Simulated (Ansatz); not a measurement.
Scan of the smearing width.
The run: Hg (R-3m, 1 atom in the cell), by Ansatz 0.2.0, DFT, LDA (PW92), plane waves (420 eV) with PAW, scalar-relativistic; 11×11×11 k-mesh, Methfessel–Paxton smearing.
ΔE is the free energy less its value at the smallest setting, 0.01 eV.
Dashed lines or grey bands mark the tolerance: 1 meV/atom and 0.1 GPa.
Values: 1 eV, 0.6 eV, 0.3 eV, 0.2 eV, 0.1 eV, 0.03 eV and 0.01 eV.

> How do the results converge (to 1 meV/atom and 0.1 GPa)?

The free energy is within 1 meV/atom of the smallest setting's value from 0.6 eV down. It is off by +3.2 meV/atom at 1 eV. The pressure is within 0.1 GPa of the smallest setting's value from 0.2 eV down. It is −0.12 GPa at 1 eV, −0.09 GPa at 0.6 eV, 0.04 GPa at 0.3 eV and 0.19 GPa at 0.01 eV.

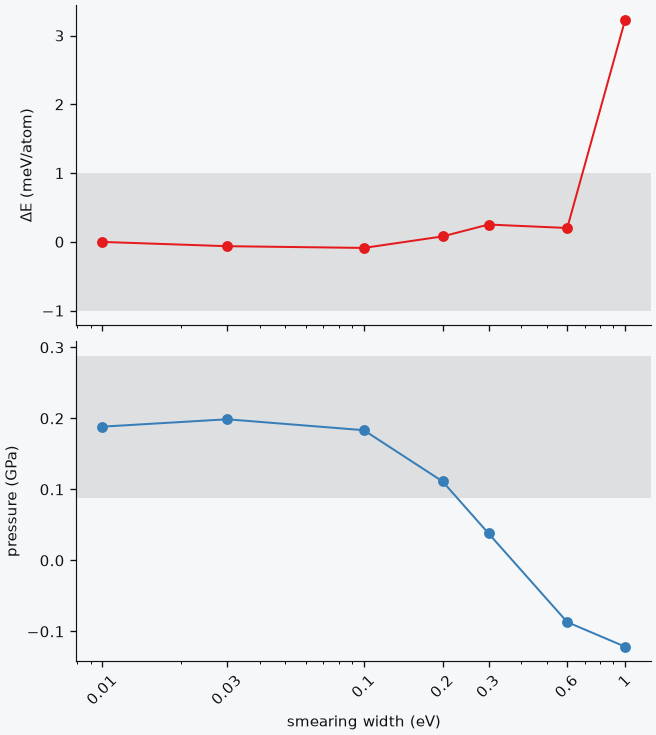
